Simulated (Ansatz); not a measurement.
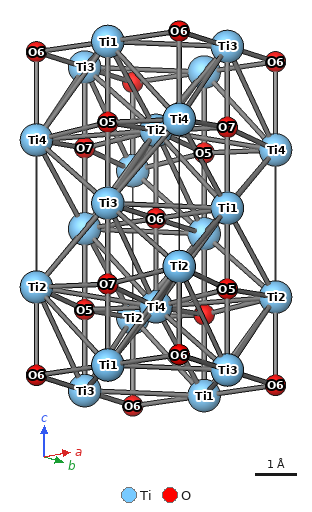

This is the input geometry for a relaxation of crystalline Ti₄O₃ (set up in I4/mmm). A ball-and-stick model of the conventional cell (2 times the calculation's cell), seen from a free direction. Lengths and directions refer to the drawn axes.

Level of theory: DFT PBEsol, scalar-relativistic, plane waves, PAW (Ansatz 0.2.0).

Input
```yaml
crystal:
  lattice:
    - [-2.13448648, 2.13448648, 4.10608314]
    - [2.13448648, -2.13448648, 4.10608314]
    - [2.13448648, 2.13448648, -4.10608314]
  atoms:
    - { symbol: Ti, position: [0.0, 0.5, 0.5] }
    - { symbol: Ti, position: [0.27258871, 0.27258871, 0.0] }
    - { symbol: Ti, position: [0.5, 0.0, 0.5] }
    - { symbol: Ti, position: [0.72741129, 0.72741129, 0.0] }
    - { symbol: O, position: [0.75, 0.25, 0.5] }
    - { symbol: O, position: [0.0, 0.0, 0.0] }
    - { symbol: O, position: [0.25, 0.75, 0.5] }
basis:
  ecutwfc: 420
kpoints:
  mp_grid: { grid: [12, 12, 12] }
hamiltonian:
  xc: pbesol
scf:
  occupations: { method: gaussian, width: 0.1 }
output:
  forces: true
  stress: true
  eigenvalues: true
  write_density: true
  write_potential: true
  elf: true
  volumetric_format: npy
relax:
  adjacent_minimum: "off"
  f_tol: 0.005
  max_steps: 80
  cell: { stress_tol: 0.05 }
```

Command:
```bash
ansatz run input.yaml --threads 2 --pin off --max-ram 5120MiB --backend cpu --events-out ev --progress --plain --runs-dir out
```

Question: Where does the relaxation end?

Answer: The largest moves relative to the cell, 0.10 Å, are those of Ti2 and Ti4. Ti4 goes along +c. O stays in place. The drawn cell changes as follows: a = b 4.269 → 4.212 Å (−1.3 %), c 8.212 → 8.208 Å (−0.1 %); the volume changes by −2.7 %. Near-neighbour distances that change, for instance: Ti2–O6 2.239 → 2.133 Å, Ti1–Ti2 3.093 → 2.997 Å, Ti2–Ti4 3.041 → 2.983 Å, Ti1–Ti2 (another image) 2.836 → 2.884 Å. Bond angles that change, for instance: Ti2–O5–Ti2 170.1° → 175.6°, Ti1–O5–Ti4 95.0° → 92.2°, Ti1–O5–Ti2 85.0° → 87.8°. The space group stays I4/mmm (No. 139). Over 6 accepted moves (8 points after the start) the energy falls by 13.5 meV per atom. The largest force component goes from 0.49 to under 0.0001 eV/Å. The pressure goes from −6.08 to −0.01 GPa. At 2 points the geometry stayed and the basis and grid were re-selected for the new cell (energy shift of 0.8 meV per atom at most each time).

Step by step:

```csv
step,"E − E(0), meV/atom","largest force component, eV/Å","pressure, GPa","volume, Å³/atom",note
0,0.00,0.4860,-6.08,10.690,
1,-9.12,0.3842,-1.78,10.476,
2,-13.83,0.1130,1.07,10.353,
3,-14.26,0.0087,0.27,10.394,
4,-14.24,0.0013,-0.02,10.407,
5,-14.24,0.0000,0.00,10.406,
6,-13.45,0.0002,-0.14,10.406,"same geometry, new basis"
7,-13.47,0.0000,0.00,10.400,
8,-13.46,0.0000,-0.01,10.400,"same geometry, new basis"
```

The end point in the same view:

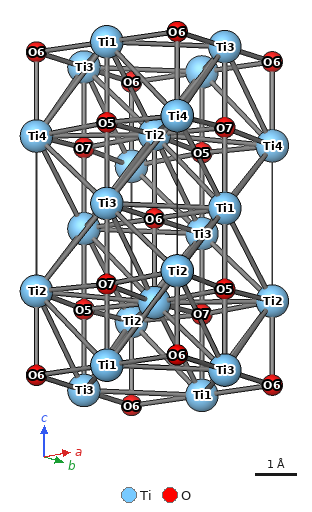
